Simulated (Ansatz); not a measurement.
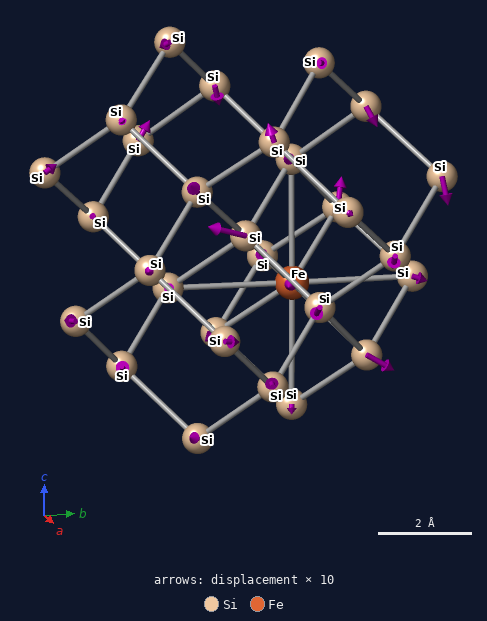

This is a relaxation of a defect cell of composition Si$_{216}$Fe (cell charge +1). The starting structure is drawn; purple arrows show the displacements, magnified 10 times.

A ball-and-stick model of the atoms within 5.0 Å of the atom that moves most (axes of the cell of the calculation), seen slightly off an axis.

Computed with DFT, PBEsol, PAW, plane waves (Ansatz 0.2.0). Settings: plane-wave cutoff 420 eV; k-point mesh 1 × 1 × 1; mesh shifted by (0.25, 0.25, 0.25); collinear spin; atoms relaxed in a fixed cell; force threshold 0.03 eV/Å; at most 80 steps.

Atoms of which element are displaced furthest, and by how much?

Answer. Silicon: up to 0.10 Å, against 0.04 Å for iron.

Describe the change and its energy.

Answer. After 3 geometry steps the energy has fallen by 1.698 eV per cell of the calculation. Largest force component: 1.2 eV/Å at the start, 0.0084 eV/Å at the end. The largest move is that of a Si atom, 0.10 Å along [1 −3 1]. Largest moves by element: Si 0.10 Å, Fe 0.04 Å. The lattice vectors keep their values. Some distances before and after: Fe–Si 2.708 → 2.618 Å, Fe–Si 2.330 → 2.414 Å, Si–Si 2.414 → 2.347 Å, Si–Si 2.314 → 2.379 Å. Bond angles that change, for instance: Si–Si–Si 108.8° → 113.8°, Si–Si–Fe 70.8° → 66.4°, Si–Si–Si 107.3° → 111.6°. The run took 67 s on 1 × NVIDIA GB300 Max-Q with 8 threads of Arm Neoverse-V2, peak memory 3.4 GiB.

Limits of the set-up: the cell is charged, on a uniform background, and energies carry no finite-size correction.
